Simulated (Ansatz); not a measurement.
# Hf₃O₈ (slab): what the fields show

The calculation's input:

```
crystal:
  lattice:
    - [3.6045556755, 0.0, 0.0]
    - [-1.8022778378, 3.1216367844, 0.0]
    - [0.0, 0.0, 25.300875847]
  atoms:
    - { symbol: O, position: [0.6666666667, 0.3333333333, 0.2964324257] }
    - { symbol: O, position: [0.0, 0.0, 0.3545945898] }
    - { symbol: Hf, position: [0.6666666667, 0.3333333333, 0.3836756718] }
    - { symbol: O, position: [0.3333333333, 0.6666666667, 0.4127567539] }
    - { symbol: O, position: [0.6666666667, 0.3333333333, 0.470918918] }
    - { symbol: Hf, position: [0.3333333333, 0.6666666667, 0.5] }
    - { symbol: O, position: [0.0, 0.0, 0.529081082] }
    - { symbol: O, position: [0.3333333333, 0.6666666667, 0.5872432461] }
    - { symbol: Hf, position: [0.0, 0.0, 0.6163243282] }
    - { symbol: O, position: [0.6666666667, 0.3333333333, 0.6454054102] }
    - { symbol: O, position: [0.0, 0.0, 0.7035675743] }
basis:
  ecutwfc: 420
kpoints:
  mp_grid: { grid: [9, 9, 1] }
hamiltonian:
  xc: pbe
scf:
  occupations: { method: gaussian, width: 0.05 }
output:
  forces: true
  eigenvalues: true
  write_density: true
  write_potential: true
  elf: true
  volumetric_format: npy
relax:
  adjacent_minimum: "off"
  f_tol: 0.02
  max_steps: 60
efield:
  axis: 3
  dipole_correction: true
  ramp_width: 0.04
```

Command:

```sh
ansatz run input.yaml --threads 1 --pin off --max-ram 2560MiB --backend cpu --events-out ev --progress --plain --runs-dir out
```

The fields are those of the run's last geometry, not of the input's.

Level of theory: Ansatz 0.2.0, DFT PBE, scalar-relativistic, plane waves, PAW.

Core electrons are frozen (PAW), and the valence fields are smoothed inside the atomic spheres.

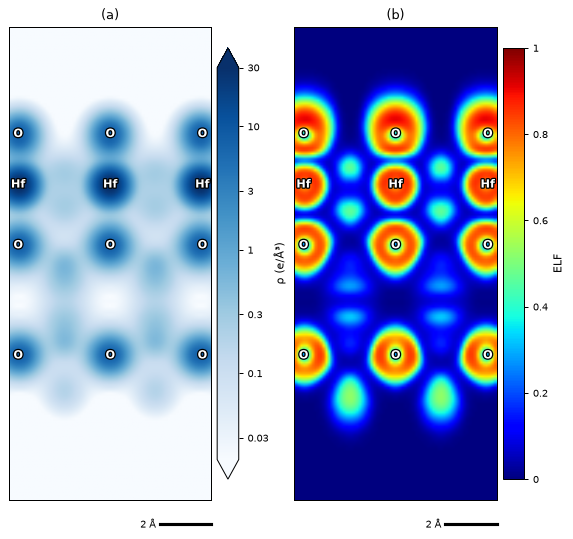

Figure 1. (a) valence charge density (pseudo); (b) ELF on the (010) plane of the calculation cell, a cut from vacuum to vacuum.

### What does the map show?

- The plane passes through O and Hf nuclei.
- Hf–O (1.97 Å): ρ at the midpoint is about 1.1 e/Å³; the ELF peaks at about 0.85 in the valence shell of O, 0.6 Å from its nucleus, and drops to about 0.25 between the two atoms: no shared electron pair shows on this line.
- The density dies away to nearly zero in the vacuum.
- The features right at Hf lie inside the PAW spheres, where the map follows smoothed inner orbitals and isn't to be read closely.

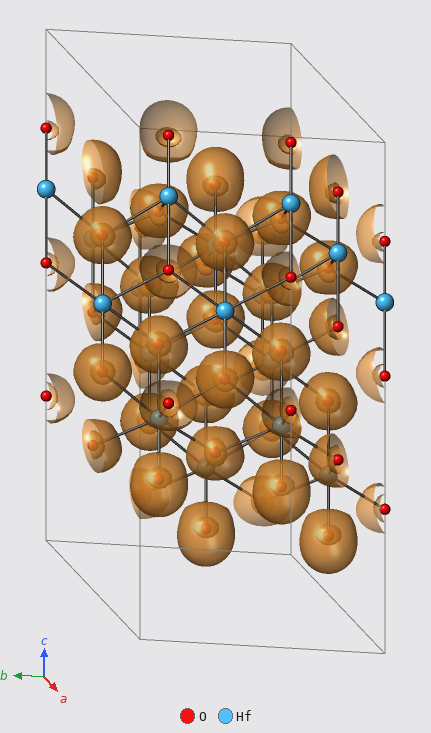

Figure 2. Isosurface of the electron localisation function at 0.7 (orange), seen at an oblique angle. Core shells and regions of very low density are left out. Sticks mark near contacts.

### Describe the localisation domains.

The ELF exceeds this value in eight regions wrapped around O (the valence shell of each), counted in one cell of 11 atoms. Counts are for one cell; the picture repeats the cell along the surface.


 Hf–O (2.14 Å): the ELF peaks at about 0.85 in the valence shell of O, 0.6 Å from its nucleus, and drops to about 0.15 between the two atoms: no shared electron pair shows on this line.

### Does the calculation give a band gap?

It is metallic or semimetallic at this level of theory: no gap opens.
